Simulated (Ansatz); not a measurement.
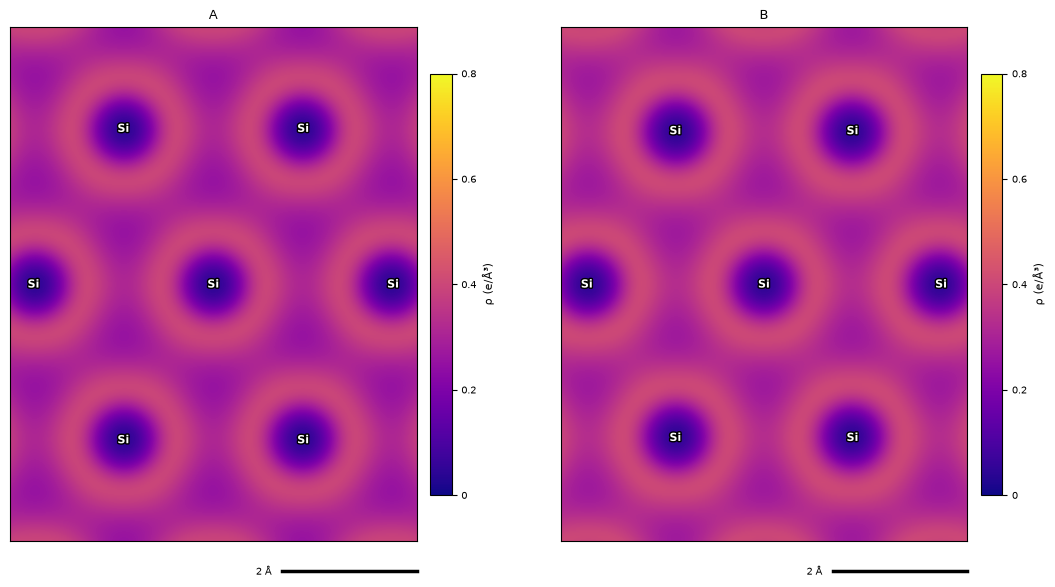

Si. The valence pseudo-density of two cells that differ in size, on the (100) plane of each (indices in the axes of the calculation cell), at one length scale and on one colour scale: A has 13.5 Å³ an atom and B 12.9.

Method: DFT, RPBE, plane waves (420 eV) with PAW, scalar-relativistic in Ansatz.

The larger cell:

```yaml
crystal:
  lattice:
    - [0.00000, 1.88758, 1.88758]
    - [1.88758, 0.00000, 1.88758]
    - [1.88758, 1.88758, 0.00000]
  atoms:
    - { symbol: Si, position: [0.00000, 0.00000, 0.00000] }
```

The smaller cell: a = 2.630 Å, b = 2.630 Å, c = 2.630 Å, α = 60.00°, β = 60.00°, γ = 60.00°.

What does the compression do to the bonding and the properties?

Answer. From the larger cell to the smaller, Si–Si goes from 2.67 to 2.63 Å, and the density at its midpoint from 0.31 to 0.33 e/Å³; the pressure goes from 9 to 14 GPa.
